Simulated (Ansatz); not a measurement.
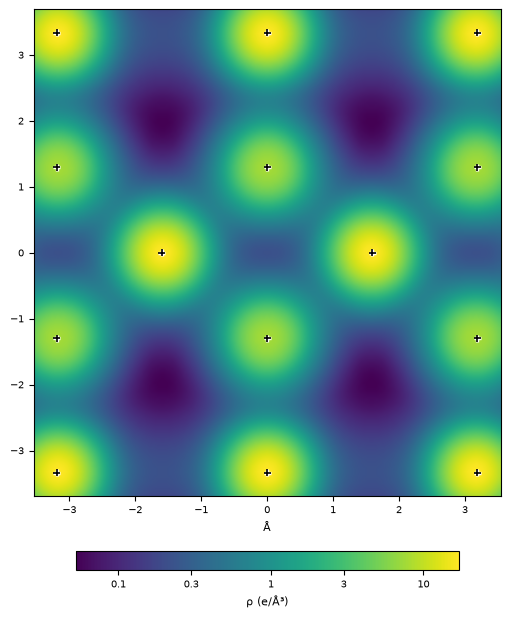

The valence charge density (pseudo) on a plane through atoms (crosses mark nuclei in the plane).

Method: Ansatz, DFT LDA, scalar-relativistic, plane waves, PAW.

Candidates:
A. ScAl, a = 3.31 Å, b = 3.31 Å, c = 3.31 Å, α = 90.00°, β = 90.00°, γ = 90.00°. Space group Pm-3m; a structure from a database of computed crystals, not necessarily the ambient phase.
B. SnO2, a = 4.72 Å, b = 4.72 Å, c = 3.19 Å, α = 90.00°, β = 90.00°, γ = 90.00°. Space group P4₂/mnm; a structure from a database of computed crystals, not necessarily the ambient phase.

> Which system is this?

Candidate B: SnO2 on the (110) plane of the conventional cell, which holds Sn and O. Sn–O (2.04 Å): the density is about 0.69 e/Å³ at the midpoint.
